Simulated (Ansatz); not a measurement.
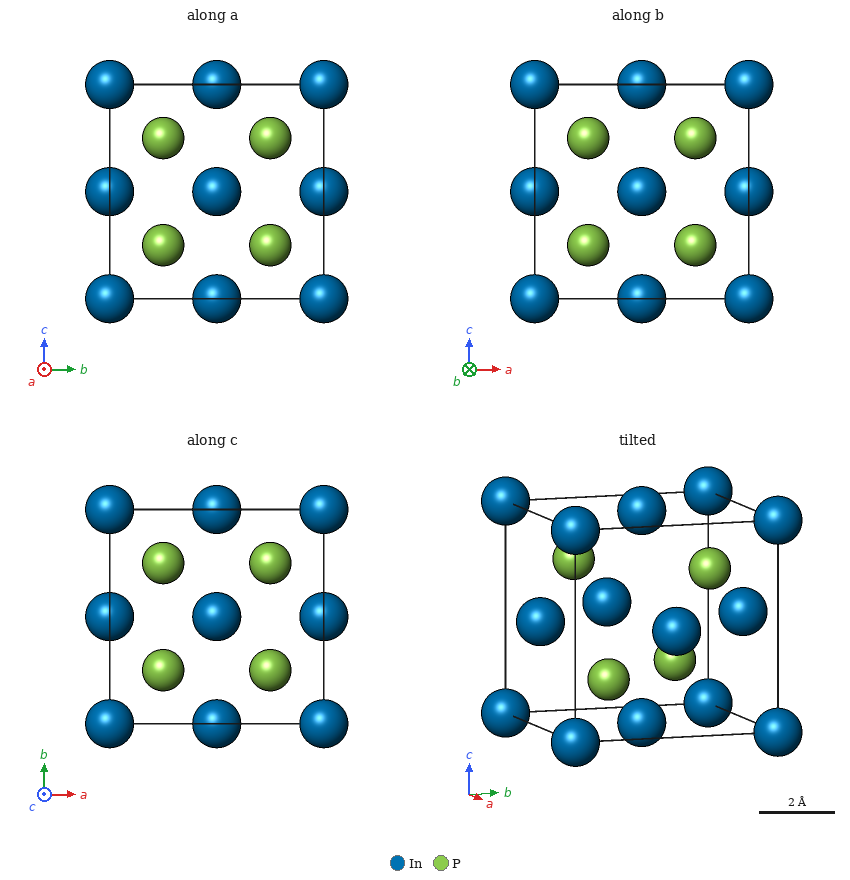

Crystal structure, spheres-only style, seen along the a axis, along the b axis, along the c axis and slightly off an axis. The conventional unit cell is outlined; an atom on or near a face, edge or corner is repeated at each equivalent position.

Lattice parameters: a = 5.760 Å, b = 5.760 Å, c = 5.760 Å, α = 90.00°, β = 90.00°, γ = 90.00°.

Write the structure as a table of Wyckoff sites.

Answer. Space group F-43m (No. 216).
```
atom  site       x       y       z
  In    4a  0.0000  0.0000  0.0000
   P    4d  0.2500  0.2500  0.7500
```

The structure was taken from a structure type filled with these elements by a generator (whether the compound takes this form wasn't checked). The cell was then strained or its atoms displaced on purpose. It was run through Ansatz as a DFT input.

At this level of theory the cell isn't at rest (compressed, at 8 GPa), so its distances can differ from those at equilibrium, the more so the softer the solid.
